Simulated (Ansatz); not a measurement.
Structure of P:

```cif
data_structure
_symmetry_space_group_name_H-M 'P6/mmm'
_symmetry_Int_Tables_number 191
_cell_length_a 4.4608
_cell_length_b 4.4608
_cell_length_c 2.5080
_cell_angle_alpha 90.000
_cell_angle_beta 90.000
_cell_angle_gamma 120.000
_cell_volume 43.22
loop_
_atom_site_label
_atom_site_type_symbol
_atom_site_symmetry_multiplicity
_atom_site_Wyckoff_symbol
_atom_site_fract_x
_atom_site_fract_y
_atom_site_fract_z
_atom_site_occupancy
P1 P 1 a 0.00000 0.00000 0.00000 1
P2 P 2 d 0.33333 0.66667 0.50000 1
```

It is based on coordinates from a relaxation with Ansatz 0.2.0, DFT r2SCAN, scalar-relativistic, plane waves, PAW; the starting structure was generated, so it need not be a known form of this composition.

Question: Predict the first 5 clear peaks of the neutron G(r) with σ = 0.10 Å, and name the atom pairs.

Answer: 1. 2.55 Å: P–P at 2.51–2.58 Å
2. 2.85 Å: P–P at 2.86 Å
3. 3.59 Å: P–P at 3.59 Å
4. 4.52 Å: P–P at 4.46–4.56 Å
5. 5.14 Å: P–P at 5.02–5.30 Å

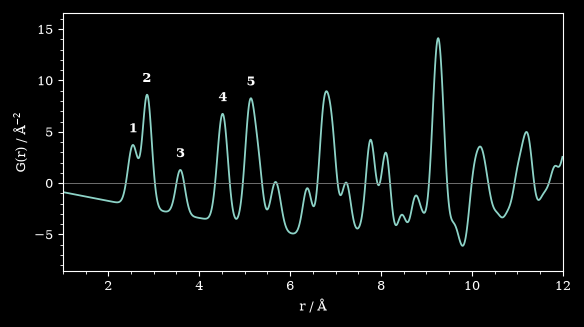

The curve is a calculated neutron PDF: distances of the static structure, each pair weighted by the product of the tabulated coherent neutron scattering lengths (natural isotope mix where the element has one), broadened by Gaussians with σ = 0.10 Å, damped by exp(−(Q_damp r)²/2) with Q_damp = 0.060 Å⁻¹.
